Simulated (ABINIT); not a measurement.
## G0W0 calculation of TiO$_{2}$ (part 4 of 4)

TiO$_{2}$ (6 atoms in the cell); Kohn-Sham DFT of a periodic cell, PBE, PseudoDojo NC SR PBE v0.4.1 standard, G0W0, no spin polarisation (ABINIT 10.8.3); cutoff 952.4 eV, 2×2×4 k-mesh, fixed occupations. The structure derives from a Materials Project entry. The settings are looser than a standard set-up, so the numbers are not reference values.

Geometry of the input (Å; fractional positions):
```
4.5998  0.0000  0.0000
0.0000  4.5998  0.0000
0.0000  0.0000  2.9592
Ti 0.0000  0.0000  0.5000
Ti 0.5000  0.5000  0.0000
O  0.3043  0.3043  0.5000
O  0.1957  0.8043  0.0000
O  0.8043  0.1957  0.0000
O  0.6957  0.6957  0.5000
```

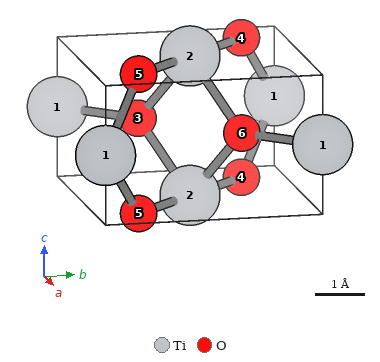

Fig. 1: The structure (ball-and-stick view of the cell of the calculation, seen slightly off an axis; atoms are numbered from 1 in the order of the input). An atom can appear more than once, as a periodic image.

**What the program printed, continued**
```
--- !SelfEnergy_ee
iteration_state: {dtset: 4, }
kpoint     : [   0.500,    0.000,    0.500, ]
spin       : 1
KS_gap     :    2.935
QP_gap     :    4.212
Delta_QP_KS:    1.277
data: !SigmaeeData |
     Band     E0 <VxcDFT>   SigX SigC(E0)      Z dSigC/dE  Sig(E)    E-E0       E
       21   3.602 -19.011 -23.642   4.176   0.758  -0.319 -19.356  -0.345   3.257
       22   3.602 -19.011 -23.642   4.176   0.758  -0.319 -19.356  -0.345   3.257
       23   4.605 -19.553 -24.456   4.485   0.760  -0.315 -19.871  -0.318   4.287
       24   4.605 -19.553 -24.456   4.485   0.760  -0.315 -19.871  -0.318   4.287
       25   7.540 -19.703 -11.768  -6.697   0.775  -0.291 -18.744   0.959   8.499
       26   7.540 -19.703 -11.768  -6.697   0.775  -0.291 -18.744   0.959   8.499
       27   8.830 -21.644 -12.231  -7.802   0.754  -0.327 -20.429   1.214  10.044
       28   8.830 -21.644 -12.231  -7.802   0.754  -0.327 -20.429   1.214  10.044
...

--- !SelfEnergy_ee
iteration_state: {dtset: 4, }
kpoint     : [   0.500,    0.500,    0.500, ]
spin       : 1
KS_gap     :    3.267
QP_gap     :    4.539
Delta_QP_KS:    1.271
data: !SigmaeeData |
     Band     E0 <VxcDFT>   SigX SigC(E0)      Z dSigC/dE  Sig(E)    E-E0       E
       21   4.354 -19.310 -23.833   4.168   0.756  -0.323 -19.578  -0.269   4.085
       22   4.354 -19.310 -23.833   4.168   0.756  -0.323 -19.578  -0.269   4.085
       23   4.961 -20.370 -25.075   4.327   0.764  -0.309 -20.659  -0.288   4.673
       24   4.961 -20.370 -25.075   4.327   0.764  -0.309 -20.659  -0.288   4.673
       25   8.228 -20.415 -12.510  -6.619   0.764  -0.309 -19.432   0.983   9.211
       26   8.228 -20.415 -12.510  -6.619   0.764  -0.309 -19.432   0.983   9.211
       27   8.836 -20.847 -12.728  -6.733   0.761  -0.314 -19.792   1.055   9.891
       28   8.836 -20.847 -12.728  -6.733   0.761  -0.314 -19.792   1.055   9.891
...

 New Fermi energy :        2.497336E-01 Ha ,    6.795598E+00 eV

 === QP Band Gaps ===
  >>>> For spin  1
   Minimum direct gap =   3.0937 [eV], located at k-point      :   0.0000  0.0000  0.0000
   Fundamental gap    =   3.0373 [eV], Top of valence bands at :   0.0000  0.0000  0.0000
                                       Bottom of conduction at :   0.5000  0.0000  0.5000

== END DATASET(S) ==============================================================
================================================================================

 -outvars: echo values of variables after computation  --------
            acell      8.6924327659E+00  8.6924327659E+00  5.5921031765E+00 Bohr
           etotal1    -1.8520572494E+02
           etotal3     0.0000000000E+00
           etotal4     0.0000000000E+00
            fcart1    -0.0000000000E+00 -0.0000000000E+00 -0.0000000000E+00
                      -0.0000000000E+00 -0.0000000000E+00 -0.0000000000E+00
                       4.5815771951E-04  4.5815771951E-04 -0.0000000000E+00
                      -4.5815771951E-04  4.5815771951E-04 -0.0000000000E+00
                       4.5815771951E-04 -4.5815771951E-04 -0.0000000000E+00
                      -4.5815771951E-04 -4.5815771951E-04 -0.0000000000E+00
            fcart3     0.0000000000E+00  0.0000000000E+00  0.0000000000E+00
                       0.0000000000E+00  0.0000000000E+00  0.0000000000E+00
                       0.0000000000E+00  0.0000000000E+00  0.0000000000E+00
                       0.0000000000E+00  0.0000000000E+00  0.0000000000E+00
                       0.0000000000E+00  0.0000000000E+00  0.0000000000E+00
                       0.0000000000E+00  0.0000000000E+00  0.0000000000E+00
            fcart4     0.0000000000E+00  0.0000000000E+00  0.0000000000E+00
                       0.0000000000E+00  0.0000000000E+00  0.0000000000E+00
                       0.0000000000E+00  0.0000000000E+00  0.0000000000E+00
                       0.0000000000E+00  0.0000000000E+00  0.0000000000E+00
                       0.0000000000E+00  0.0000000000E+00  0.0000000000E+00
                       0.0000000000E+00  0.0000000000E+00  0.0000000000E+00
           strten1    -6.5256413937E-05 -6.5256413937E-05 -4.9723699528E-05
                       0.0000000000E+00  0.0000000000E+00  0.0000000000E+00
           strten3     0.0000000000E+00  0.0000000000E+00  0.0000000000E+00
                       0.0000000000E+00  0.0000000000E+00  0.0000000000E+00
           strten4     0.0000000000E+00  0.0000000000E+00  0.0000000000E+00
                       0.0000000000E+00  0.0000000000E+00  0.0000000000E+00
           xangst      0.0000000000E+00  0.0000000000E+00  1.4796067800E+00
                       2.2999186620E+00  2.2999186620E+00  0.0000000000E+00
                       1.3998285662E+00  1.3998285662E+00  1.4796067800E+00
                       9.0009009576E-01  3.6997472281E+00  0.0000000000E+00
                       3.6997472281E+00  9.0009009576E-01  0.0000000000E+00
                       3.2000087577E+00  3.2000087577E+00  1.4796067800E+00
             xred      0.0000000000E+00  0.0000000000E+00  5.0000000000E-01
                       5.0000000000E-01  5.0000000000E-01  0.0000000000E+00
                       3.0432132000E-01  3.0432132000E-01  5.0000000000E-01
                       1.9567868000E-01  8.0432132000E-01  0.0000000000E+00
                       8.0432132000E-01  1.9567868000E-01  0.0000000000E+00
                       6.9567868000E-01  6.9567868000E-01  5.0000000000E-01
 Calculation completed.
```

**Key numbers**

- outcome: converged
- space group (tolerance 0.01 Å): P4₂/mnm (136)
- electrons treated: 48
- quasiparticle gap: 3.04 eV
- gap on the k-point mesh: 1.85 eV
- wall time: 8.5 min (CPU time 34 min)
- peak memory: 1.7 GiB

The settings depart from the standard set-up of this series, which can bear on the numbers. Further notes kept with the run: Slow version without MPI-IO support. Processors send data to master. Points of doubt noted for this run: bands and screening cutoff small; cutoff too low for stress; k mesh coarse for many body. So coarse a mesh can miss the band edges, so the true gap of this method can be much smaller, or zero.
